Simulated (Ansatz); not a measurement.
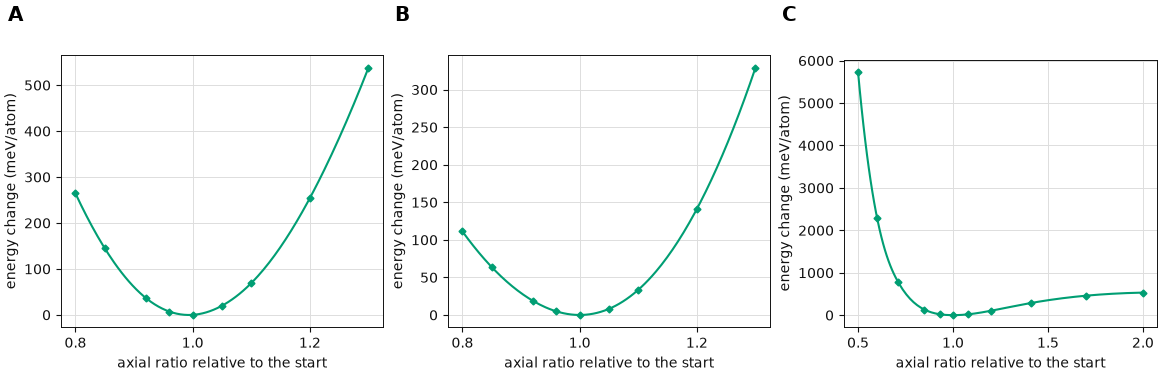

Each panel shows the energy change against relative axial ratio for one of these solids: Al, Im-3m (No. 229), 16.1 Å³/atom, path trigonal; AlGaN₂, P-4m2 (No. 115), 10.9 Å³/atom, path tetragonal; Rh, P6_3/mmc (No. 194), 14.3 Å³/atom, path axial.

Method: deformation of a crystal at fixed volume, lengths along the axis scaled against those across it, fractional coordinates fixed, by plane-wave density functional theory with PAW datasets, free energies less that of the undisturbed cell, pressure positive in compression; scalar-relativistic (Ansatz 0.2.0). Level: r2SCAN, no spin polarisation.

Question: Match the panels to the solids.

Answer: A is Rh (energy change from 0 meV/atom to 538 meV/atom); B is AlGaN₂ (energy change from 0 meV/atom to 329 meV/atom); C is Al (energy change from 0 meV/atom to 5735 meV/atom).

For Al, limits of the calculation: reference crystal is not relaxed.

For AlGaN₂, limits of the calculation: reference crystal is not relaxed; shape and atomic fractions are frozen while scaling, which makes layered, chain and framework solids too stiff.

For Rh, limits of the calculation: reference crystal is not relaxed; shape and atomic fractions are frozen while scaling, which makes layered, chain and framework solids too stiff.
